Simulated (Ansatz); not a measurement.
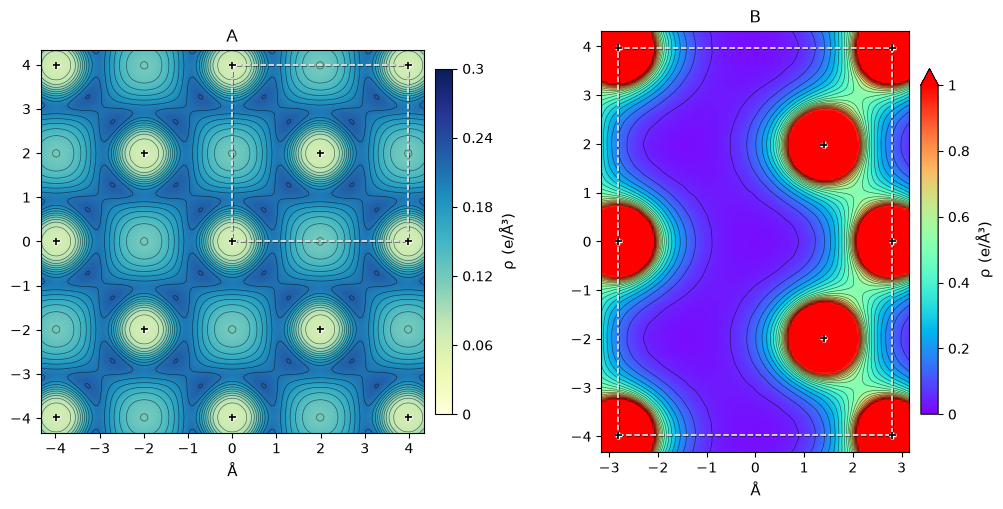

The valence pseudo-density of 2 systems, each on a plane through atoms (crosses mark nuclei in the plane).

Computed with DFT LDA, scalar-relativistic, plane waves, PAW (Ansatz 0.2.0).

System 1: Al, the (100) plane of the conventional cell. Space group Fm-3m; a structure from a database of computed crystals, not necessarily the ambient phase; computed without spin polarisation.

```cif
data_structure
_symmetry_space_group_name_H-M 'P 1'
_symmetry_Int_Tables_number 1
_cell_length_a 3.9836
_cell_length_b 3.9836
_cell_length_c 3.9836
_cell_angle_alpha 90.000
_cell_angle_beta 90.000
_cell_angle_gamma 90.000
_cell_volume 63.22
loop_
_atom_site_label
_atom_site_type_symbol
_atom_site_fract_x
_atom_site_fract_y
_atom_site_fract_z
_atom_site_occupancy
Al1 Al 0.00000 0.00000 0.00000 1
Al2 Al 0.50000 0.50000 0.00000 1
Al3 Al 0.50000 0.00000 0.50000 1
Al4 Al 0.00000 0.50000 0.50000 1
```

System 2: Ge, the (101) plane of the conventional cell. Space group Fd-3m; a structure from a database of computed crystals, not necessarily the ambient phase.

```xyz
8
Lattice="3.9750 -3.9750 0.0000 3.9750 3.9750 0.0000 0.0000 0.0000 5.6214" Properties=species:S:1:pos:R:3 pbc="T T T"
Ge    0.0000    0.0000    0.0000
Ge    3.9750    0.0000    0.0000
Ge    1.9875   -1.9875    2.8107
Ge    1.9875    1.9875    2.8107
Ge    1.9875    0.0000    1.4054
Ge    5.9624    0.0000    1.4054
Ge    3.9750   -1.9875    4.2161
Ge    3.9750    1.9875    4.2161
```

> Which map belongs to which system?

Panel A is system 1, Al: the plane holds Al. Al–Al (2.82 Å): ρ is about 0.21 e/Å³ halfway. Panel B is system 2, Ge: the plane holds Ge. Ge–Ge (2.43 Å): ρ at the midpoint is about 0.51 e/Å³.
